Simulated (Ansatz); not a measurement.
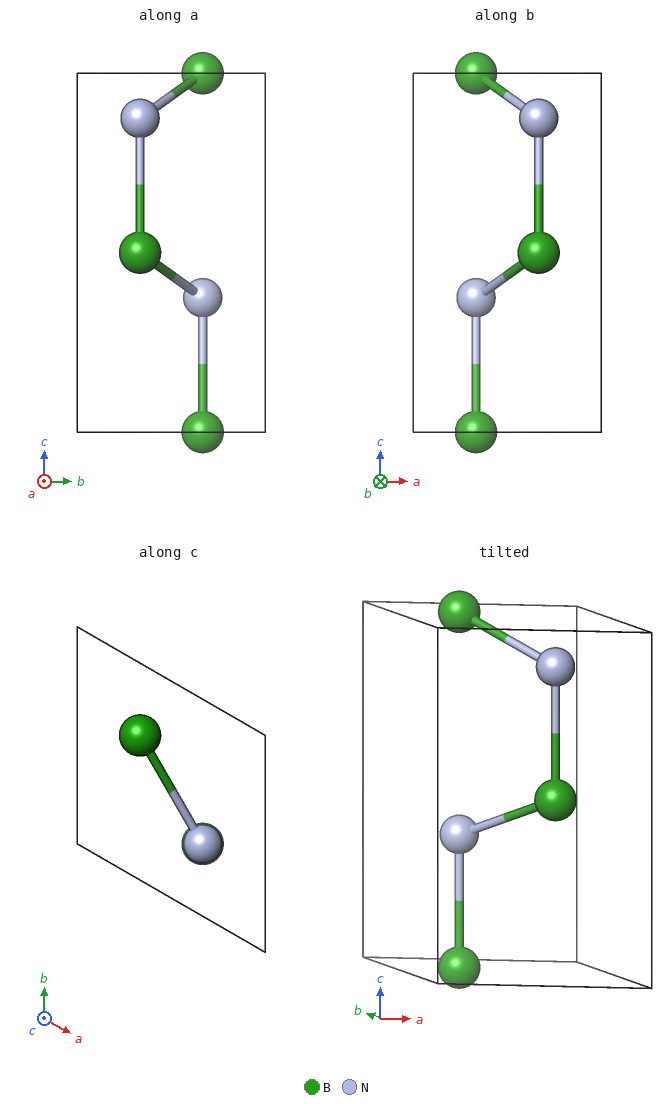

The crystal in a ball-and-stick representation, seen along the a axis, along the b axis, along the c axis and slightly off an axis. The frame is the conventional unit cell; atoms at its boundary are shown with their periodic copies.

Lattice parameters: a = 2.555 Å, b = 2.555 Å, c = 4.225 Å, α = 90.00°, β = 90.00°, γ = 120.00°.

Q: From the views, write a table of Wyckoff sites.

A: Space group P6_3mc (No. 186).
```json
{"atom": "B", "site": "2b", "x": "0.3333", "y": "0.6667", "z": "0.0002"}
{"atom": "N", "site": "2b", "x": "0.3333", "y": "0.6667", "z": "0.3748"}
```

The initial geometry was a structure type filled with these elements by a generator (whether the compound takes this form wasn't checked). The geometry was optimised with Ansatz 0.2.0, DFT PBE, scalar-relativistic, plane waves, PAW.
